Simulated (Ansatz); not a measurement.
## InSb: single-point calculation

The run: single-point calculation of InSb (slab, 10 atoms in the cell). Method and program: DFT r2SCAN, scalar-relativistic, plane waves, PAW, no spin polarisation (Ansatz 0.2.0).

The structure derives from an entry of the Crystallography Open Database. It belongs to a series of runs on one base structure; here: (1 1 0) slab cut from the bulk. Figures and captions count atoms from 1; the log counts them from 0 in places.

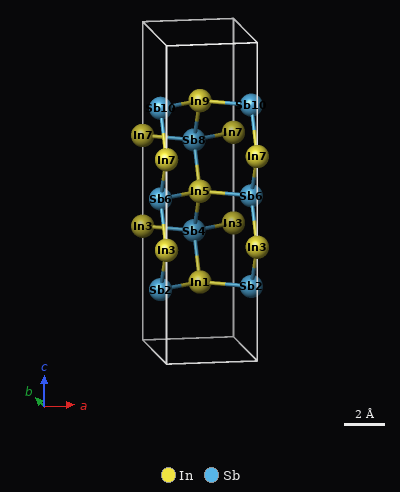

Fig. 1: The input geometry (ball-and-stick view of the cell of the calculation, with the vacuum cut short, seen slightly off an axis; atoms are numbered from 1 in the order of the input). An atom can appear more than once, as a periodic image. Near neighbours in the periodic cell (some may lie outside the picture): In has 3 Sb at 2.84 Å; Sb has 3 In at 2.84 Å; In has 4 Sb at 2.84 Å; Sb has 4 In at 2.84 Å.

## Input
```yaml
crystal:
  lattice:
    - [4.6351943571, 0.0, 0.0]
    - [0.0, 6.555154724, 0.0]
    - [0.0, 0.0, 24.2703887141]
  atoms:
    - { symbol: In, position: [0.5, 0.5, 0.3090185365] }
    - { symbol: Sb, position: [0.0, 0.25, 0.3090185365] }
    - { symbol: In, position: [0.0, 0.0, 0.4045092682] }
    - { symbol: Sb, position: [0.5, 0.75, 0.4045092682] }
    - { symbol: In, position: [0.5, 0.5, 0.5] }
    - { symbol: Sb, position: [0.0, 0.25, 0.5] }
    - { symbol: In, position: [0.0, 0.0, 0.5954907318] }
    - { symbol: Sb, position: [0.5, 0.75, 0.5954907318] }
    - { symbol: In, position: [0.5, 0.5, 0.6909814635] }
    - { symbol: Sb, position: [0.0, 0.25, 0.6909814635] }
basis:
  ecutwfc: 500
kpoints:
  mp_grid: { grid: [8, 6, 1] }
hamiltonian:
  xc: r2scan
scf:
  occupations: { method: gaussian, width: 0.1 }
output:
  forces: true
  stress: true
  eigenvalues: true
efield:
  axis: 3
  dipole_correction: true
  ramp_width: 0.04
```

Machine: 2 threads of AMD EPYC (Zen 5), 32 GiB of memory available, shared host.

Launched with:
```bash
ansatz run input.yaml --threads 2 --pin off --max-ram 5120MiB --backend cpu --events-out ev --progress --plain --runs-dir out
```

## Output
```
Engine: ansatz 0.2.0, x86_64-unknown-linux-gnu
Pseudopotentials: kind: paw
Pseudopotential: In, paw, valence charge 13, recommended cutoff 500 eV (meta_gga), In.paw.azcp
Pseudopotential: Sb, paw, valence charge 15, recommended cutoff 500 eV (meta_gga), Sb.paw.azcp
Functional definition: r2SCAN
  parameter k0 = 0.174
  parameter k1 = 0.065
  parameter a1 = 4.9479
  exchange = r2scan_x(k0 = k0, k1 = k1, a1 = a1)
  correlation = r2scan_c
Crystal: 10 atoms, lattice volume = 737.442 Å³
Basis set: ecut = 500 eV, 18727 PW (Γ), exchange–correlation on 144×192×720 points (64 copies of the dense FFT grid, shifted against one another)
Bands: 84, of which v1, the nominal top of the filled ones, is band 70 counted from 1 (69 counted from 0)
Symmetry: 2 space group operations
k-points: 20 of 48 (time reversal used)
Non-local potential: In, projectors of the file, l = 0: 2, l = 1: 2, l = 2: 2, l = 3: 2
Non-local potential: Sb, projectors of the file, l = 0: 2, l = 1: 2, l = 2: 2, l = 3: 2
PAW form: soft (Blöchl's): semilocal exchange-correlation on the pseudo side does not see the compensation charge
PAW frozen core: In, regenerated for the run's functional (the file was generated under x = pbe(κ = 0.804, μ = 0.2195149727645171), c = pbe(β = 0.06672455060314922))
PAW frozen core: Sb, regenerated for the run's functional (the file was generated under x = pbe(κ = 0.804, μ = 0.2195149727645171), c = pbe(β = 0.06672455060314922))
PAW one-centre angular grid: In, 590 points (default); XC on 289 of its mesh's 2783 points in the sphere
PAW one-centre angular grid: Sb, 590 points (default); XC on 160 Gauss nodes
Initial density: superposition of atomic densities (neutral atoms: chi_scale 0, normalization atom), corrected by the library's trained network
Initial wavefunctions: pseudopotential atomic-orbital guess
Functional: x = r2scan, c = r2scan; τ floored in thin density (d = 2e-4 eV/Å³)
SCF iter   1: F=—  HF=-60554.182562 eV  |F-HF|=—  |Δ(HF+E_count)|=         —  Δρ=4.59e-3  dr2=2.01e-1  dr2_τ=2.60e-2  ethr=1.77e-3  p=0.000 e·Å  D=3.02e-14 V/Å  ΔV_dip=-0.00 eV  dr2_dipole=4.09e-10  V_vac-E_F(+/−)=4.61/4.61 eV  ⟨swp⟩=8.0  Hψ=7412  notcnv=0  defer=18
efield: sawtooth ramp at fractional position 0.9800 (placed from the atoms, in the widest stretch of the axis that holds none; the zero of the levels goes with the place), width 0.0400; the density the first Hamiltonian is built on has a dipole p = 0.000 e·Å; the dipole correction subtracts the counter field D = 3.02e-14 V/Å, which shifts the + side's vacuum level by -0.00 eV against the − side's; the planar-averaged density in the ramp window peaks in size at 4.9e-6 e/Å³
preconditioner: auto → LDOS  [insulator: Δε(μ)=0.225 eV  Ē_g=13.469 eV  σ=0.100 eV  W_gap=0.64  n_scr=116 (ndim 8)  ℏωp=13.0 eV  f_vac=0.499  D(μ)=1.00/eV (n_scr^D=2)  ε∞_Penn≈1.9  β→1.0]
SCF iter   2: F=—  HF=-60554.229933 eV  |F-HF|=—  |Δ(HF+E_count)|=   4.74e-2  Δρ=2.83e-3  dr2=1.30e-1  dr2_τ=1.77e-3  ethr=1.43e-4  p=0.000 e·Å  D=6.45e-6 V/Å  ΔV_dip=-0.00 eV  dr2_dipole=4.81e-9  V_vac-E_F(+/−)=4.49/4.49 eV  ⟨swp⟩=3.0  Hψ=3306  notcnv=0  defer=131
SCF iter   3: F=—  HF=-60554.192679 eV  |F-HF|=—  |Δ(HF+E_count)|=   3.73e-2  Δρ=6.21e-4  dr2=7.64e-3  dr2_τ=1.31e-4  ethr=9.26e-5  p=0.000 e·Å  D=1.63e-7 V/Å  ΔV_dip=-0.00 eV  dr2_dipole=1.08e-10  V_vac-E_F(+/−)=4.57/4.57 eV  ⟨swp⟩=2.0  Hψ=2598  notcnv=0  defer=131
SCF iter   4: F=—  HF=-60554.191907 eV  |F-HF|=—  |Δ(HF+E_count)|=   7.73e-4  Δρ=2.53e-4  dr2=8.71e-4  dr2_τ=2.00e-5  ethr=5.46e-6  p=-0.000 e·Å  D=-3.69e-7 V/Å  ΔV_dip=0.00 eV  dr2_dipole=7.90e-10  V_vac-E_F(+/−)=4.56/4.56 eV  ⟨swp⟩=2.0  Hψ=2941  notcnv=0  defer=131
SCF iter   5: F=—  HF=-60554.191810 eV  |F-HF|=—  |Δ(HF+E_count)|=   9.65e-5  Δρ=6.56e-5  dr2=4.94e-5  dr2_τ=2.03e-6  ethr=6.22e-7  p=-0.000 e·Å  D=-4.16e-8 V/Å  ΔV_dip=0.00 eV  dr2_dipole=1.36e-10  V_vac-E_F(+/−)=4.56/4.56 eV  ⟨swp⟩=2.0  Hψ=2950  notcnv=0  defer=131
SCF iter   6: F=—  HF=-60554.191925 eV  |F-HF|=—  |Δ(HF+E_count)|=   1.15e-4  Δρ=2.87e-5  dr2=2.05e-5  dr2_τ=3.01e-7  ethr=3.53e-8  p=-0.000 e·Å  D=-1.17e-8 V/Å  ΔV_dip=0.00 eV  dr2_dipole=1.70e-11  V_vac-E_F(+/−)=4.56/4.56 eV  ⟨swp⟩=2.0  Hψ=3084  notcnv=0  defer=131
SCF iter   7: F=—  HF=-60554.191929 eV  |F-HF|=—  |Δ(HF+E_count)|=   4.65e-6  Δρ=1.12e-5  dr2=1.41e-6  dr2_τ=4.04e-8  ethr=1.47e-8  p=0.000 e·Å  D=3.99e-8 V/Å  ΔV_dip=-0.00 eV  dr2_dipole=3.07e-13  V_vac-E_F(+/−)=4.56/4.56 eV  ⟨swp⟩=2.0  Hψ=1847  notcnv=0  defer=131
SCF iter   8: F=—  HF=-60554.191930 eV  |F-HF|=—  |Δ(HF+E_count)|=   7.06e-7  Δρ=4.10e-6  dr2=1.18e-7  dr2_τ=4.53e-9  ethr=1.00e-9  p=0.000 e·Å  D=2.95e-8 V/Å  ΔV_dip=-0.00 eV  dr2_dipole=9.99e-14  V_vac-E_F(+/−)=4.56/4.56 eV  ⟨swp⟩=2.0  Hψ=2523  notcnv=0  defer=131
SCF iter   9: F=-60554.191930 eV  HF=-60554.191930 eV  |F-HF|=6.39e-9  |Δ(HF+E_count)|=   2.03e-7  Δρ=1.17e-6  dr2=1.24e-8  dr2_τ=6.09e-10  ethr=7.14e-11  p=0.000 e·Å  D=5.97e-9 V/Å  ΔV_dip=-0.00 eV  dr2_dipole=4.23e-17  V_vac-E_F(+/−)=4.56/4.56 eV  ⟨swp⟩=15.2  Hψ=8261  notcnv=0
SCF 1 converged in 9 iterations: F = -60554.191930 eV  dr2 = 1.24e-8
  greatest PAW one-centre occupation: 0.993 electrons in one spin orbital (limit 2), on the Sb atom at site 9 (counted from 0), in its partial waves of l = 2
SCF converged after 9 iterations
Free energy (F): -60554.191930 eV
Harris-Foulkes:  -60554.191930 eV  (|F-HF|=6.39e-9)
Internal energy: -60554.184457 eV  (E = F + TS)
E sigma→0 (E₀):  -60554.188194 eV
Entropy (-TS):   -0.007473 eV (-0.747 meV/atom)
Fermi energy:    0.846270 eV
Dipole field:    D = 0.000000 V/Å  (p = 0.000000 e·Å, saw-weighted, corrected)
Work function:   Φ+ = 4.5636 eV   Φ− = 4.5636 eV
Levels:          The Fermi level and band energies are counted from a zero that moves with the ramp; work functions are not
--- Per-component energies (eV) ---
  E_band       = -2267.524609
  E_kinetic    = 2239.127314
  E_local      = -82563.464230  (includes V_loc(G=0)·N_el)
  E_nonlocal   = 3654.498959
  E_hartree    = 39735.770655
  E_xc         = -1635.817849
  E_vxc        = -1040.771710  (∫ρ·V_xc dr)
  E_paw        = -43932.879780  (= ΣΔE_a)
  E_vpaw       = -4101.186101  (= ΣTr[D̂ρ^β])
  E_aug_tail   = 0.000035  (compensation charges beyond the density's cutoff)
  E_vtau       = 72.730318  (kinetic-family band-sum trace: ∫τ·v_τ [+ j·A + Jᵃ·Aᵃ] dr)
  E_efield     = 0.000000  (sawtooth field / dipole correction)
  E_vefield    = 0.000000  (∫n·V_field dr)
  E_ewald      = 21941.222525
  E_core_change = 7.357914  (= ΣΔE_core)
  E_smearing   = -0.007473  (= −TS)
  E_closure    = -0.000000  (closes the sum)
  Σ components = -60554.191930   (vs F -60554.191930, Δ=0.00e0)
--- Forces (eV/Å), atoms counted from 1 ---
  atom   1  In     0.00000000    -0.78272756     0.89793763
  atom   2  Sb     0.00000000     0.11800091    -1.06534384
  atom   3  In     0.00000000     0.33835966     0.18006100
  atom   4  Sb     0.00000000     0.49059008    -0.25621887
  atom   5  In     0.00000000    -0.37393480    -0.00000004
  atom   6  Sb     0.00000000     0.04547676    -0.00000002
  atom   7  In     0.00000000     0.33835969    -0.18006089
  atom   8  Sb     0.00000000     0.49059008     0.25621888
  atom   9  In     0.00000000    -0.78272758    -0.89793763
  atom  10  Sb     0.00000000     0.11800082     1.06534385
  max |Σ_I F_I| component: 1.19e-5 eV/Å
--- Stress (GPa, compression-positive) ---
       -0.383082       0.000000       0.000000
        0.000000      -0.417677       0.000000
        0.000000       0.000000       0.413893
  P = ⅓ Tr σ = -0.1290 GPa (-1.290 kbar)
--- Band table (eV; the first three rows and the last of 20) ---
  k-point 0: bands = ["-28.5492", "-28.5486", "-28.5385", "-28.5379", "-28.5301", "-28.5301", "-28.5182", "-28.5181", "-28.5095", "-28.5093", "-28.3753", "-28.3680", "-28.3605", "-28.3457", "-28.3428", "-28.0402", "-28.0402", "-28.0379", "-28.0379", "-27.9238", "-27.9238", "-27.9103", "-27.9103", "-27.8793", "-27.8793", "-14.4612", "-14.4604", "-14.4513", "-14.4500", "-14.3996", "-14.3996", "-14.3899", "-14.3886", "-14.3429", "-14.3214", "-14.3209", "-14.2997", "-14.2925", "-14.2915", "-14.2832", "-14.2273", "-14.2117", "-14.2017", "-14.1807", "-14.1622", "-14.1621", "-14.1226", "-14.1191", "-14.1088", "-14.1063", "-9.8955", "-9.3243", "-8.5339", "-8.0385", "-8.0229", "-5.0125", "-4.6081", "-3.7683", "-2.2260", "-1.9628", "-1.8892", "-1.2519", "-1.0900", "-0.7403", "-0.6072", "-0.1065", "-0.0520", "0.4870", "0.6844", "0.7449", "1.1434", "1.9309", "2.5728", "2.7746", "2.9239", "3.3218", "3.4909", "3.7400", "4.2359", "4.4269", "4.8697", "5.0481", "5.0905", "5.1534"]
  k-point 1: bands = ["-28.5492", "-28.5486", "-28.5385", "-28.5379", "-28.5301", "-28.5301", "-28.5182", "-28.5181", "-28.5095", "-28.5093", "-28.3753", "-28.3680", "-28.3606", "-28.3457", "-28.3428", "-28.0402", "-28.0402", "-28.0379", "-28.0379", "-27.9238", "-27.9238", "-27.9103", "-27.9103", "-27.8793", "-27.8793", "-14.4614", "-14.4604", "-14.4509", "-14.4498", "-14.3997", "-14.3997", "-14.3891", "-14.3884", "-14.3428", "-14.3210", "-14.3204", "-14.2997", "-14.2925", "-14.2915", "-14.2834", "-14.2290", "-14.2127", "-14.2023", "-14.1812", "-14.1626", "-14.1622", "-14.1224", "-14.1191", "-14.1087", "-14.1061", "-9.8155", "-9.2647", "-8.5430", "-8.2035", "-8.1334", "-4.7434", "-4.5508", "-3.9417", "-2.6143", "-1.7334", "-1.6226", "-1.1621", "-1.1123", "-0.7542", "-0.6760", "-0.0442", "0.1113", "0.3940", "0.5304", "0.7545", "1.3849", "1.6666", "2.5211", "2.6860", "2.8512", "3.2335", "3.3112", "3.8403", "4.5228", "4.7777", "4.7828", "4.9233", "5.0340", "5.4072"]
  k-point 2: bands = ["-28.5492", "-28.5486", "-28.5385", "-28.5378", "-28.5301", "-28.5301", "-28.5182", "-28.5181", "-28.5095", "-28.5093", "-28.3753", "-28.3680", "-28.3606", "-28.3457", "-28.3428", "-28.0402", "-28.0402", "-28.0379", "-28.0379", "-27.9238", "-27.9238", "-27.9103", "-27.9103", "-27.8793", "-27.8793", "-14.4616", "-14.4605", "-14.4501", "-14.4492", "-14.3997", "-14.3997", "-14.3881", "-14.3875", "-14.3424", "-14.3202", "-14.3192", "-14.2998", "-14.2925", "-14.2914", "-14.2837", "-14.2325", "-14.2145", "-14.2034", "-14.1824", "-14.1636", "-14.1621", "-14.1220", "-14.1190", "-14.1085", "-14.1058", "-9.5840", "-9.1065", "-8.7638", "-8.3897", "-8.3601", "-4.4120", "-4.3760", "-3.8861", "-3.1897", "-2.1107", "-1.1843", "-0.9039", "-0.9010", "-0.4996", "-0.3327", "-0.0770", "0.1086", "0.1612", "0.4012", "0.6156", "1.2615", "1.4103", "2.4913", "2.5906", "2.8330", "3.2030", "3.2882", "3.8683", "4.5824", "4.7957", "5.1066", "5.1225", "5.3664", "5.3921"]
  k-point 19: bands = ["-28.5485", "-28.5478", "-28.5382", "-28.5376", "-28.5307", "-28.5306", "-28.5187", "-28.5186", "-28.5084", "-28.5082", "-28.3760", "-28.3661", "-28.3606", "-28.3455", "-28.3432", "-28.0388", "-28.0388", "-28.0385", "-28.0385", "-27.9235", "-27.9235", "-27.9108", "-27.9108", "-27.8787", "-27.8787", "-14.4598", "-14.4578", "-14.4348", "-14.4344", "-14.4300", "-14.4300", "-14.3901", "-14.3884", "-14.3538", "-14.3072", "-14.3066", "-14.2942", "-14.2925", "-14.2924", "-14.2885", "-14.2000", "-14.1988", "-14.1953", "-14.1914", "-14.1889", "-14.1658", "-14.1302", "-14.1257", "-14.0992", "-14.0992", "-8.6850", "-8.4718", "-8.3619", "-7.8150", "-7.6856", "-4.9030", "-4.7611", "-4.7326", "-4.6269", "-4.5705", "-1.8455", "-1.7336", "-1.6608", "-1.6185", "-0.9577", "-0.8010", "-0.5800", "-0.5465", "0.1072", "0.7219", "0.7503", "1.5857", "2.8277", "3.3300", "3.8822", "4.4345", "4.5417", "4.8256", "4.8757", "4.9425", "5.3101", "5.3835", "5.4027", "5.7368"]
```

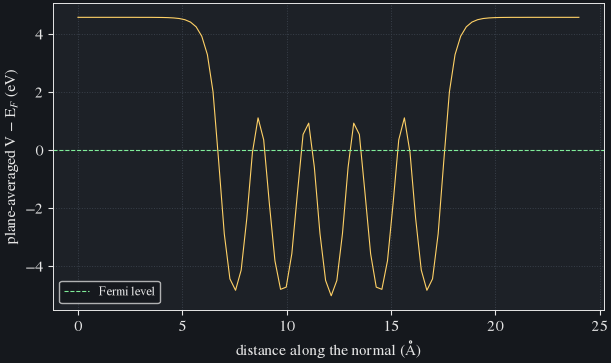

Fig. 2: Plane average of the electrostatic potential energy of an electron across the cell, from the Fermi level. The vacuum level lies 4.56 eV above the Fermi level.

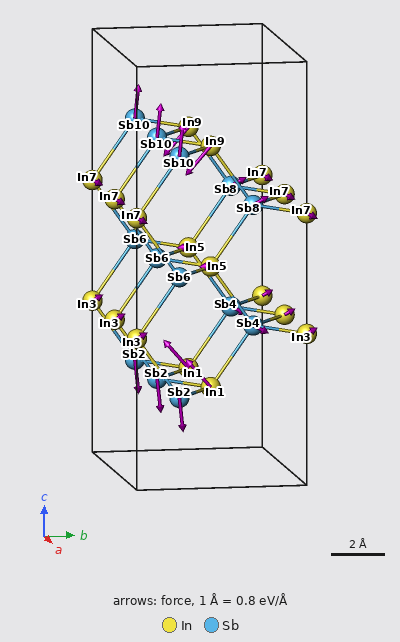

Fig. 3: Forces on the atoms as pink arrows (ball-and-stick view of the 2 × 1 repeat of the cell, with the vacuum cut short, seen slightly off an axis; atoms are numbered from 1 in the order of the input); the smallest are left out. The largest act on In1, In9 (1.19 eV/Å); Sb2, Sb10 (1.07 eV/Å); Sb4, Sb8 (0.55 eV/Å); In3, In7 (0.38 eV/Å), among others. The geometry is not a stationary point of this energy.

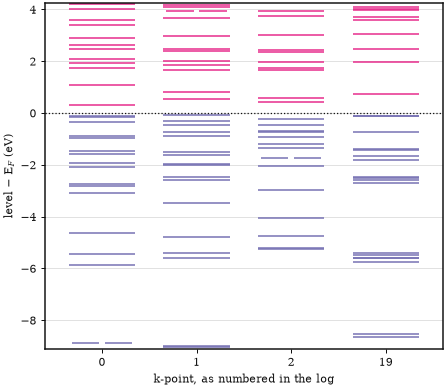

Fig. 4: Kohn–Sham levels near the Fermi level (dotted) at the few k-points that the log prints; levels within 0.02 eV of each other stand side by side. The system is metallic on the full mesh.

## Summary

```csv
quantity,value
outcome,converged
electrons treated,140
free energy,−60554.1919 eV
"work function, top face",4.56 eV
"work function, bottom face",4.56 eV
Fermi energy,0.846 eV
gap on the k-point mesh,none (metallic)
work function (upper face),4.56 eV
largest force (length of the vector),1.191 eV/Å
wall time,46 s (CPU time 91 s)
peak memory,2.6 GiB
```
